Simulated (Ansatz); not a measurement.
**Run report: Hf32O64, single-point calculation (part 2 of 2)**

Hf32O64 (Pca2₁, 96 atoms in the cell); DFT, PBEsol, PAW, plane waves (Ansatz 0.2.0); cutoff 420 eV, 1×1×1 k-mesh, Fermi–Dirac smearing of 0.01 eV. The structure was built on a prototype by a generator.

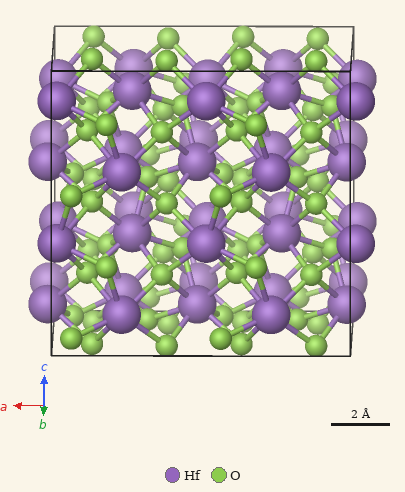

**Figure 1.** The input geometry (ball-and-stick view of the cell of the calculation, seen at an oblique angle).

## Output, continued
```
--- Forces (eV/Å), atoms counted from 1 ---
  atom   1  Hf    -0.00193068    -0.00426796     0.01045816
  atom   2  Hf    -0.00193068    -0.00426796     0.01045816
  atom   3  Hf    -0.00193068    -0.00426796     0.01045816
  atom   4  Hf    -0.00193068    -0.00426796     0.01045816
  atom   5  Hf    -0.00193068    -0.00426796     0.01045816
  atom   6  Hf    -0.00193068    -0.00426796     0.01045816
  atom   7  Hf    -0.00193068    -0.00426796     0.01045816
  atom   8  Hf    -0.00193068    -0.00426796     0.01045816
  atom   9  Hf     0.00193068     0.00426796     0.01045816
  atom  10  Hf     0.00193068     0.00426796     0.01045816
  atom  11  Hf     0.00193068     0.00426796     0.01045816
  atom  12  Hf     0.00193068     0.00426796     0.01045816
  atom  13  Hf     0.00193068     0.00426796     0.01045816
  atom  14  Hf     0.00193068     0.00426796     0.01045816
  atom  15  Hf     0.00193068     0.00426796     0.01045816
  atom  16  Hf     0.00193068     0.00426796     0.01045816
  atom  17  Hf    -0.00193068     0.00426796     0.01045816
  atom  18  Hf    -0.00193068     0.00426796     0.01045816
  atom  19  Hf    -0.00193068     0.00426796     0.01045816
  atom  20  Hf    -0.00193068     0.00426796     0.01045816
  atom  21  Hf    -0.00193068     0.00426796     0.01045816
  atom  22  Hf    -0.00193068     0.00426796     0.01045816
  atom  23  Hf    -0.00193068     0.00426796     0.01045816
  atom  24  Hf    -0.00193068     0.00426796     0.01045816
  atom  25  Hf     0.00193068    -0.00426796     0.01045816
  atom  26  Hf     0.00193068    -0.00426796     0.01045816
  atom  27  Hf     0.00193068    -0.00426796     0.01045816
  atom  28  Hf     0.00193068    -0.00426796     0.01045816
  atom  29  Hf     0.00193068    -0.00426796     0.01045816
  atom  30  Hf     0.00193068    -0.00426796     0.01045816
  atom  31  Hf     0.00193068    -0.00426796     0.01045816
  atom  32  Hf     0.00193068    -0.00426796     0.01045816
  atom  33  O      0.01174873     0.00509257    -0.00246719
  atom  34  O      0.01174873     0.00509257    -0.00246719
  atom  35  O      0.01174873     0.00509257    -0.00246719
  atom  36  O      0.01174873     0.00509257    -0.00246719
  atom  37  O      0.01174873     0.00509257    -0.00246719
  atom  38  O      0.01174873     0.00509257    -0.00246719
  atom  39  O      0.01174873     0.00509257    -0.00246719
  atom  40  O      0.01174873     0.00509257    -0.00246719
  atom  41  O     -0.01174873    -0.00509257    -0.00246719
  atom  42  O     -0.01174873    -0.00509257    -0.00246719
  atom  43  O     -0.01174873    -0.00509257    -0.00246719
  atom  44  O     -0.01174873    -0.00509257    -0.00246719
  atom  45  O     -0.01174873    -0.00509257    -0.00246719
  atom  46  O     -0.01174873    -0.00509257    -0.00246719
  atom  47  O     -0.01174873    -0.00509257    -0.00246719
  atom  48  O     -0.01174873    -0.00509257    -0.00246719
  atom  49  O      0.01174873    -0.00509257    -0.00246719
  atom  50  O      0.01174873    -0.00509257    -0.00246719
  atom  51  O      0.01174873    -0.00509257    -0.00246719
  atom  52  O      0.01174873    -0.00509257    -0.00246719
  atom  53  O      0.01174873    -0.00509257    -0.00246719
  atom  54  O      0.01174873    -0.00509257    -0.00246719
  atom  55  O      0.01174873    -0.00509257    -0.00246719
  atom  56  O      0.01174873    -0.00509257    -0.00246719
  atom  57  O     -0.01174873     0.00509257    -0.00246719
  atom  58  O     -0.01174873     0.00509257    -0.00246719
  atom  59  O     -0.01174873     0.00509257    -0.00246719
  atom  60  O     -0.01174873     0.00509257    -0.00246719
  atom  61  O     -0.01174873     0.00509257    -0.00246719
  atom  62  O     -0.01174873     0.00509257    -0.00246719
  atom  63  O     -0.01174873     0.00509257    -0.00246719
  atom  64  O     -0.01174873     0.00509257    -0.00246719
  atom  65  O      0.01901488    -0.00526789    -0.00800265
  atom  66  O      0.01901488    -0.00526789    -0.00800265
  atom  67  O      0.01901488    -0.00526789    -0.00800265
  atom  68  O      0.01901488    -0.00526789    -0.00800265
  atom  69  O      0.01901488    -0.00526789    -0.00800265
  atom  70  O      0.01901488    -0.00526789    -0.00800265
  atom  71  O      0.01901488    -0.00526789    -0.00800265
  atom  72  O      0.01901488    -0.00526789    -0.00800265
  atom  73  O      0.01901488     0.00526789    -0.00800265
  atom  74  O      0.01901488     0.00526789    -0.00800265
  atom  75  O      0.01901488     0.00526789    -0.00800265
  atom  76  O      0.01901488     0.00526789    -0.00800265
  atom  77  O      0.01901488     0.00526789    -0.00800265
  atom  78  O      0.01901488     0.00526789    -0.00800265
  atom  79  O      0.01901488     0.00526789    -0.00800265
  atom  80  O      0.01901488     0.00526789    -0.00800265
  atom  81  O     -0.01901488     0.00526789    -0.00800265
  atom  82  O     -0.01901488     0.00526789    -0.00800265
  atom  83  O     -0.01901488     0.00526789    -0.00800265
  atom  84  O     -0.01901488     0.00526789    -0.00800265
  atom  85  O     -0.01901488     0.00526789    -0.00800265
  atom  86  O     -0.01901488     0.00526789    -0.00800265
  atom  87  O     -0.01901488     0.00526789    -0.00800265
  atom  88  O     -0.01901488     0.00526789    -0.00800265
  atom  89  O     -0.01901488    -0.00526789    -0.00800265
  atom  90  O     -0.01901488    -0.00526789    -0.00800265
  atom  91  O     -0.01901488    -0.00526789    -0.00800265
  atom  92  O     -0.01901488    -0.00526789    -0.00800265
  atom  93  O     -0.01901488    -0.00526789    -0.00800265
  atom  94  O     -0.01901488    -0.00526789    -0.00800265
  atom  95  O     -0.01901488    -0.00526789    -0.00800265
  atom  96  O     -0.01901488    -0.00526789    -0.00800265
  max |Σ_I F_I| component: 3.74e-4 eV/Å
--- Stress (GPa, compression-positive) ---
        0.009133      -0.000000      -0.000000
       -0.000000       0.053681      -0.000000
       -0.000000      -0.000000       0.163298
  P = ⅓ Tr σ = 0.0754 GPa (0.754 kbar)
--- Band table (eV) ---
  k-point 0: bands = ["-45.3166", "-45.3107", "-45.3076", "-45.3076", "-45.3054", "-45.3054", "-45.3052", "-45.3052", "-45.3024", "-45.3024", ... 520 levels left out ..., "12.8474", "12.8832", "12.8832", "12.9674", "13.0667", "13.0667", "13.1106", "13.1501", "13.1501", "13.3130", "13.3149", "13.3149", "13.3322", "13.3322", "13.3426", "13.4153", "13.4153", "13.4169", "13.4184", "13.4184", "13.4424", "13.4424", "13.4823", "13.4823", "13.4823", "13.4823", "13.5081", "13.5297", "13.5697",
      "13.5697", "13.5776", "13.5776", "13.5776", "13.5776", "13.7351", "13.7622", "13.8259", "13.9404", "13.9622", "13.9622", "13.9697", "13.9697", "14.0284", "14.0437", "14.0437", "14.1482", "14.1482", "14.1482", "14.1482", "14.1614", "14.1706", "14.2216", "14.2216", "14.2694", "14.2909", "14.2909", "14.2909", "14.2909", "14.2964", "14.2964", "14.3621", "14.3621", "14.5085", "14.5085", "14.5838", "14.5967", "14.5967", "14.6223", "14.6223",
      "14.6497", "14.6497", "14.7225", "14.7225", "14.7999", "14.8125", "14.8696", "14.9305", "14.9815", "19.4379", "19.4570", "19.4570", "19.5336", "19.5336", "19.5819", "19.5819", "19.5819", "19.5819", "19.5999", "19.5999", "19.7895", "19.8189", "19.8189", "19.8248", "19.8749", "20.0589", "20.0589", "20.0918", "20.0918", "20.0918", "20.0918", "20.1028", "20.1034", "20.1034", "20.2159", "20.2237", "20.2237", "20.5051", "20.5260", "20.5365",
      "20.5365", "20.5957", "20.5957", "20.6421", "20.6832", "20.6832", "20.7657", "20.8540", "20.8609", "20.8609", "20.8609", "20.8609", "20.9069", "20.9785", "20.9785", "21.0199", "21.0199", "21.0442", "21.0476", "21.0476", "21.1377", "21.1377", "21.1377", "21.1377", "21.1392", "21.1392", "21.2130", "21.2998", "21.3209", "21.3268", "21.3268", "21.3440", "21.3440", "21.5258", "21.6736", "21.6736", "21.7419", "21.8328", "21.8328", "21.9014",
      "21.9014", "21.9194", "21.9882", "21.9882", "21.9882", "21.9882", "22.1065", "22.1065", "22.1065", "22.1065", "22.2243", "22.3315", "22.3572", "22.3702", "22.3702", "22.3960", "22.3966", "22.4255", "22.4255", "22.4490", "22.4490", "22.4517", "22.4517", "22.5924", "22.6082", "22.8296", "22.8296", "22.9312", "22.9312", "22.9644", "22.9644", "22.9802", "23.1914", "23.2790", "23.2790", "23.3281", "23.3772", "23.3772", "23.3772", "23.3772",
      "23.3785", "23.4190", "23.4232", "23.4232", "23.7023", "23.7023", "23.7084", "23.7084", "23.7084", "23.7084", "23.7103"]
--- Löwdin populations: 96 sites ---
  site symbol       q [e]
     0     Hf     24.6106
     1     Hf     24.6106
     2     Hf     24.6106
     3     Hf     24.6106
     4     Hf     24.6106
     5     Hf     24.6106
     6     Hf     24.6106
     7     Hf     24.6106
     8     Hf     24.6106
     9     Hf     24.6106
    10     Hf     24.6106
    11     Hf     24.6106
    12     Hf     24.6106
    13     Hf     24.6106
    14     Hf     24.6106
    15     Hf     24.6106
    16     Hf     24.6106
    17     Hf     24.6106
    18     Hf     24.6106
    19     Hf     24.6106
    20     Hf     24.6106
    21     Hf     24.6106
    22     Hf     24.6106
    23     Hf     24.6106
    24     Hf     24.6106
    25     Hf     24.6106
    26     Hf     24.6106
    27     Hf     24.6106
    28     Hf     24.6106
    29     Hf     24.6106
    30     Hf     24.6106
    31     Hf     24.6106
    32      O      6.6473
    33      O      6.6473
    34      O      6.6473
    35      O      6.6473
    36      O      6.6473
    37      O      6.6473
    38      O      6.6473
    39      O      6.6473
    40      O      6.6473
    41      O      6.6473
    42      O      6.6473
    43      O      6.6473
    44      O      6.6473
    45      O      6.6473
    46      O      6.6473
    47      O      6.6473
    48      O      6.6473
    49      O      6.6473
    50      O      6.6473
    51      O      6.6473
    52      O      6.6473
    53      O      6.6473
    54      O      6.6473
    55      O      6.6473
    56      O      6.6473
    57      O      6.6473
    58      O      6.6473
    59      O      6.6473
    60      O      6.6473
    61      O      6.6473
    62      O      6.6473
    63      O      6.6473
    64      O      6.6448
    65      O      6.6448
    66      O      6.6448
    67      O      6.6448
    68      O      6.6448
    69      O      6.6448
    70      O      6.6448
    71      O      6.6448
    72      O      6.6448
    73      O      6.6448
    74      O      6.6448
    75      O      6.6448
    76      O      6.6448
    77      O      6.6448
    78      O      6.6448
    79      O      6.6448
    80      O      6.6448
    81      O      6.6448
    82      O      6.6448
    83      O      6.6448
    84      O      6.6448
    85      O      6.6448
    86      O      6.6448
    87      O      6.6448
    88      O      6.6448
    89      O      6.6448
    90      O      6.6448
    91      O      6.6448
    92      O      6.6448
    93      O      6.6448
    94      O      6.6448
    95      O      6.6448
  spilling = 0.002560 (of n_electrons = 1216.000000)
```
